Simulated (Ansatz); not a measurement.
## Energy of Re along an even scaling of the cell

System: Re (Fm-3m, 1 atom in the cell).
Method: Kohn-Sham DFT of a periodic cell, PBE, all-electron LAPW, scalar-relativistic, no spin polarisation (Ansatz 0.2.0).

The 7 runs differ only in the geometry, by an even scaling of the cell at fixed fractional positions. The structure derives from an entry of the Crystallography Open Database.

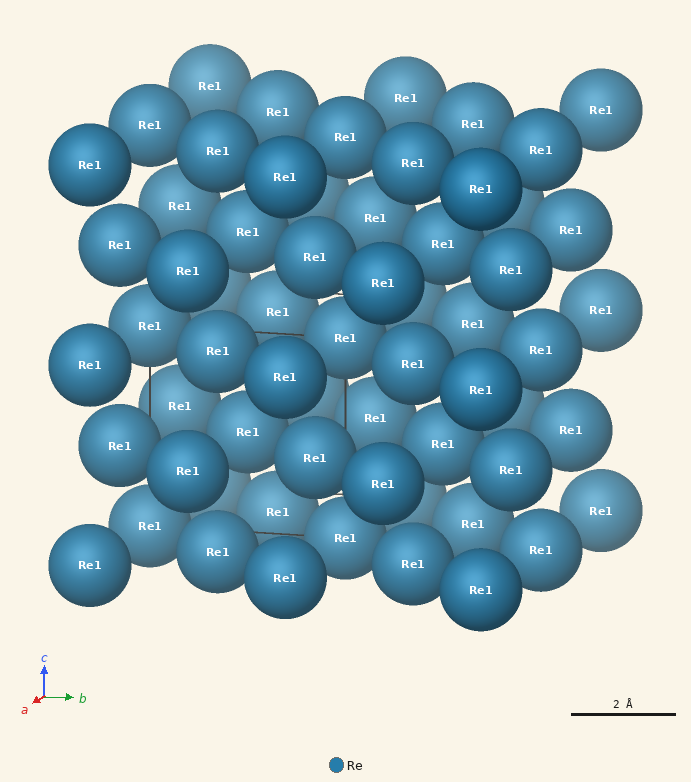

Figure 1. The structure of run 4 (spheres-only view of the cell 4 times as large as that of the calculation, set on its symmetry axes, repeated 2 × 2 × 2, seen slightly off an axis; atoms are numbered from 1 in the order of the input).

**Input of run 4**
```yaml
crystal:
  lattice:
    - [0.0, 1.975, 1.975]
    - [1.975, 0.0, 1.975]
    - [1.975, 1.975, 0.0]
  atoms:
    - { symbol: Re, position: [0.0, 0.0, 0.0] }
kpoints:
  mp_grid: { grid: [12, 12, 12] }
scf:
  occupations: { method: fermi_dirac, width: 0.05 }
hamiltonian:
  xc: pbe
  pseudopotentials: { kind: all_electron, lapw: { basis_error: 0.0005 } }
output:
  forces: true
  stress: true
  eigenvalues: true
```

Command:
```bash
ansatz run input.yaml --threads 1 --pin off --max-ram 2560MiB --backend cpu --events-out ev --progress --plain --runs-dir out
```

Run 6 differs from it as follows:
```diff
-    - [0.0, 1.975, 1.975]
-    - [1.975, 0.0, 1.975]
-    - [1.975, 1.975, 0.0]
+    - [0.0, 2.0009898225, 2.0009898225]
+    - [2.0009898225, 0.0, 2.0009898225]
+    - [2.0009898225, 2.0009898225, 0.0]
```

**Results, with one run withheld**

```csv
run,volume per atom (Å³),"free energy per atom, from the lowest run given (meV)",pressure (GPa)
1,14.483,21.77,14.03
2,14.791,3.14,5.51
3,15.099,0.00,−2.11
4,15.407,10.74,−8.93
5,15.716,33.88,−15.02
6,16.024,?,?
7,16.332,112.19,−25.30
```

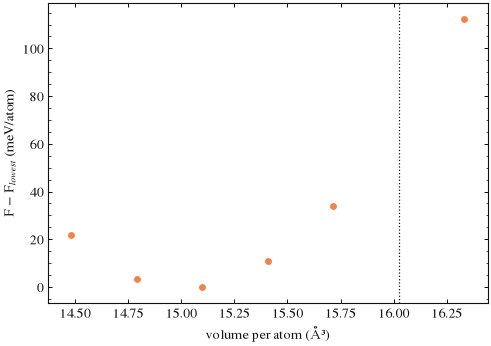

Figure 2. Free energy per atom of the runs given; the dotted line marks run 6.

Estimate the energy of run 6 from the others.

A cubic polynomial in V^(−2/3) (the Birch–Murnaghan form), fitted to the 6 runs given, misses them by at most 0.02 meV per atom. With x = V^(−2/3) − 0.16237 Å⁻², it reads F = 4.8824 − 5539.3 x + 1.4014e+06 x² + 1.9605e+06 x³ (meV per atom). At run 6 it gives 68.09 meV per atom, and the run itself gives 68.10. The slope of the fit gives a pressure −dF/dV of −20.46 GPa there, and the run prints −20.45 GPa. The fit has its minimum at 15.010 Å³ per atom, where V d²F/dV² gives 362 GPa: the bulk modulus at this level, since symmetry fixes the shape and the positions.

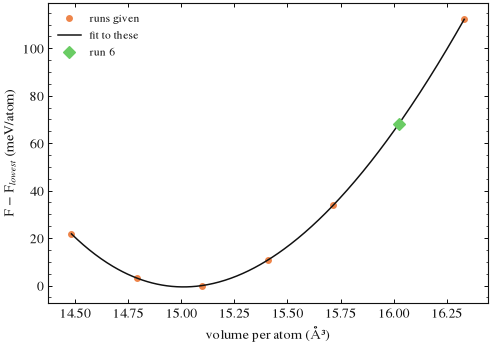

Figure 3. The fit and the withheld run.

**Output, shortened to warnings, some set-up lines, iterations and results (run 6)**
```
Basis set: ecut = 278.90873164181966 eV, 169 PW (Γ), exchange–correlation at level 2
Symmetry: 48 space group operations
k-points: 72 of 1728
Initial density: superposition of atomic densities (chi_scale 0.1, normalization cell)
[...]
SCF iter   1: F=—  HF=-454153.048875 eV  |F-HF|=—  |Δ(HF+E_count)|=         —  Δρ=2.92e-2  dr2=6.71e-2  ethr=1.71e-4  ⟨swp⟩=2.9  Hψ=10917  notcnv=0
SCF iter   2: F=—  HF=-454152.849261 eV  |F-HF|=—  |Δ(HF+E_count)|=   2.00e-1  Δρ=1.33e-2  dr2=1.75e-2  ethr=1.71e-4  ⟨swp⟩=2.0  Hψ=5355  notcnv=0
SCF iter   3: F=—  HF=-454152.838769 eV  |F-HF|=—  |Δ(HF+E_count)|=   1.05e-2  Δρ=8.69e-3  dr2=8.47e-3  ethr=4.48e-5  ⟨swp⟩=2.0  Hψ=5045  notcnv=0
SCF iter   4: F=—  HF=-454152.836834 eV  |F-HF|=—  |Δ(HF+E_count)|=         —  Δρ=4.97e-3  dr2=3.21e-3  ethr=2.17e-5  ⟨swp⟩=2.0  Hψ=5045  notcnv=0
SCF iter   5: F=—  HF=-454152.836972 eV  |F-HF|=—  |Δ(HF+E_count)|=   1.38e-4  Δρ=1.38e-3  dr2=2.98e-4  ethr=7.66e-7  ⟨swp⟩=2.0  Hψ=8549  notcnv=0
SCF iter   6: F=—  HF=-454152.837007 eV  |F-HF|=—  |Δ(HF+E_count)|=   3.52e-5  Δρ=2.95e-4  dr2=1.13e-5  ethr=7.65e-7  ⟨swp⟩=2.0  Hψ=5045  notcnv=0
SCF iter   7: F=—  HF=-454152.837007 eV  |F-HF|=—  |Δ(HF+E_count)|=   2.65e-8  Δρ=8.36e-5  dr2=1.17e-6  ethr=2.91e-8  ⟨swp⟩=2.0  Hψ=5045  notcnv=0
SCF iter   8: F=-454152.837007 eV  HF=-454152.837007 eV  |F-HF|=6.40e-9  |Δ(HF+E_count)|=   1.53e-7  Δρ=2.00e-5  dr2=5.44e-8  ethr=3.00e-9  ⟨swp⟩=2.0  Hψ=5046  notcnv=0
SCF 1 converged in 8 iterations: F = -454152.837007 eV  dr2 = 5.44e-8
SCF converged after 8 iterations
Free energy (F): -454152.837007 eV
Harris-Foulkes:  -454152.837007 eV  (|F-HF|=6.40e-9)
Internal energy: -454152.831166 eV  (E = F + TS)
E sigma→0 (E₀):  -454152.834086 eV
Entropy (-TS):   -0.005841 eV (-5.841 meV/atom)
Fermi energy:    28.194703 eV
--- Per-component energies (eV) ---
  E_band       = -2354.137858
  E_kinetic    = 510332.490606
  E_xc         = -9043.568185
  E_electrostatic = -955441.753587  (all electrons and nuclei)
  E_smearing   = -0.005841  (= −TS)
  E_closure    = 0.000000  (closes the sum)
  E_atoms      = -454141.422780  (free atoms, spherical and without spin; not in F)
  Σ components = -454152.837007   (vs F -454152.837007, Δ=0.00e0)
  Basis errors (estimates in eV, not in F): energy 1.1e-4 per atom: plane waves 9.5e-5 (4.8e-5 summed), levels above the bands 1.1e-102, relativity 3.8e-8, radial functions 1.7e-5, core shells 4.5e-7; eigenvalues (radial functions only) 1.5e-6; not estimated: angular momenta, meshes, grids; target …
--- Forces (eV/Å), atoms counted from 1 ---
  atom   1  Re    -0.00000000     0.00000000     0.00000000
  max |Σ_I F_I| component: 2.63e-31 eV/Å
--- Stress (GPa, compression-positive) ---
      -20.452298      -0.000000       0.000000
       -0.000000     -20.452298      -0.000000
        0.000000      -0.000000     -20.452298
  P = ⅓ Tr σ = -20.4523 GPa (-204.523 kbar)
```

Notes: Spin–orbit coupling is left out, which matters for Re.
